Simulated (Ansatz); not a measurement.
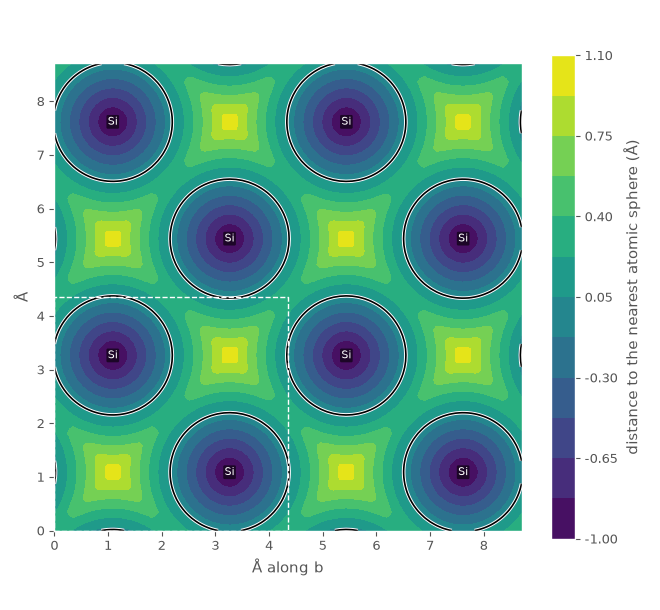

Map of the distance to the nearest atomic sphere in SiC (F-43m, No. 216), computed on the section x = 0.250 (parallel to b and c; the dashed line is one cell). The black line marks the spheres' surfaces; positive values are empty space; unlabelled circles belong to atoms above or below the section.

The atoms' radii are covalent radii (Cordero): Si 1.11 Å, C 0.76 Å.

Source of the atomic positions: coordinates from a relaxation with Ansatz 0.2.0, DFT, r2SCAN+rVV10, plane waves, PAW.

```
CELL_PARAMETERS angstrom
4.35224 0.00000 0.00000
0.00000 4.35224 0.00000
0.00000 0.00000 4.35224
ATOMIC_POSITIONS crystal
Si 0.25000 0.25000 0.75000
C 0.00000 0.00000 0.00000
Si 0.25000 0.75000 0.25000
C 0.00000 0.50000 0.50000
Si 0.75000 0.25000 0.25000
C 0.50000 0.00000 0.50000
Si 0.75000 0.75000 0.75000
C 0.50000 0.50000 0.00000
```

**Where is the largest hole in this section, and how large is it?**

At 0.250, 0.750, 0.750 (fractional), where the distance reaches 1.07 Å; it is enclosed by 6 Si + 4 C. It is the largest hole of the crystal.

**How much of the crystal lies outside the spheres?**

About 63 % of the cell's volume, and 59 % of this section's area.

**What can pass through?**

The largest sphere that fits anywhere has a diameter of 2.13 Å; the largest that can travel through the crystal, about 1.3 Å.
